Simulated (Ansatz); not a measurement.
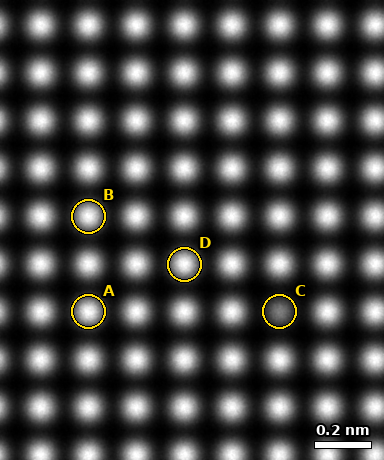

HAADF-like image of C (Im-3m, No. 229) along [001]. The image is simulated as a sum over atoms of Z^1.7, blurred by a 0.85 Å probe (no channelling). Shot noise was added.

The sample is 2 repeats (4.9 Å) thick. One point defect was put into the perfect crystal, without relaxing the atoms around it. Brightness is counted from the darkest point of the image. Host structure: the end point of a relaxation with DFT, BLYP, plane waves (420 eV) with PAW, scalar-relativistic (Ansatz 0.2.0); the starting structure was generated, so it need not be a known form of this composition.

### Which ringed column holds the defect, and does it scatter more or less than its equals?

C; it scatters less. The column holds 2 atoms (C) through the sample, and one C atom is missing, so its peak drops to about 50 % of that of its equals.
